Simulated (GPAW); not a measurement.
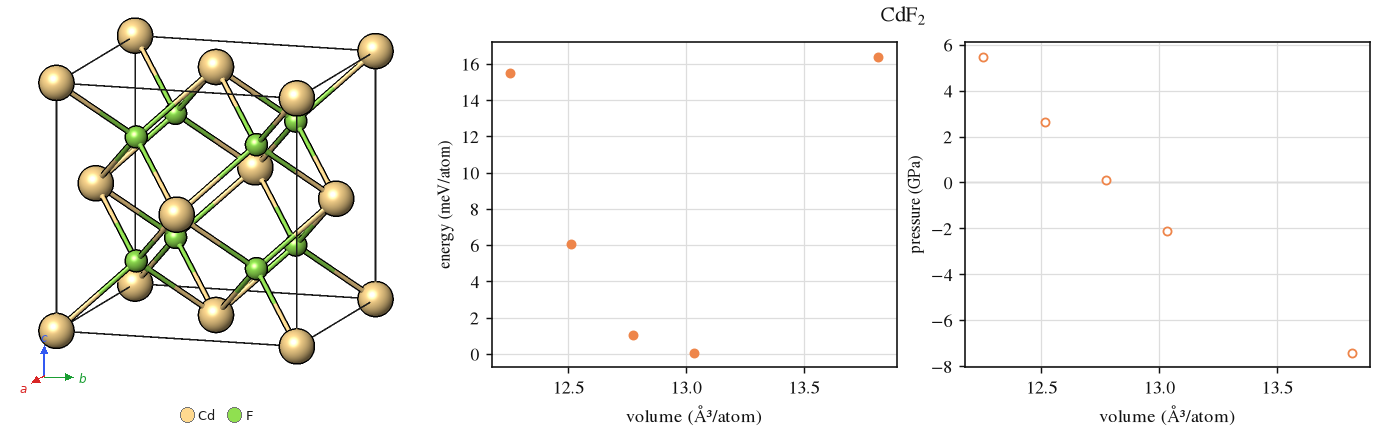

Plotted: energy and pressure against volume for CdF₂, space group Fm-3m (No. 225). The conventional cell is drawn beside the plot.

Starting cell:
```
Cd F
1.0
     0.00000    2.69400    2.69400
     2.69400    0.00000    2.69400
     2.69400    2.69400    0.00000
Cd F
1 2
Direct
  0.00000 0.00000 0.00000
  0.75000 0.75000 0.75000
  0.25000 0.25000 0.25000
```

Computed with GPAW 26.7.0: PAW DFT in plane waves, on a grid or in atomic orbitals, no spin polarisation; energies at scaled volumes of the given cell, shape and fractions fixed, counted from the fit's minimum, third-order Birch-Murnaghan fit. Level: PBEsol.

k mesh 9×9×9; occupations Fermi–Dirac; smearing width 0.05 eV; potentials PAW data sets made by gpaw setup for the functional; wave cutoff 800 eV; program settings basis pw.

The points at volume 13.30 Å³/atom and 13.56 Å³/atom are left out of the plot. What values does the calculation give there?

| volume (Å³/atom) | energy (meV/atom) | pressure (GPa) |
| --- | --- | --- |
| 13.30 | 2.67 | −4.10 |
| 13.56 | 8.15 | −5.85 |
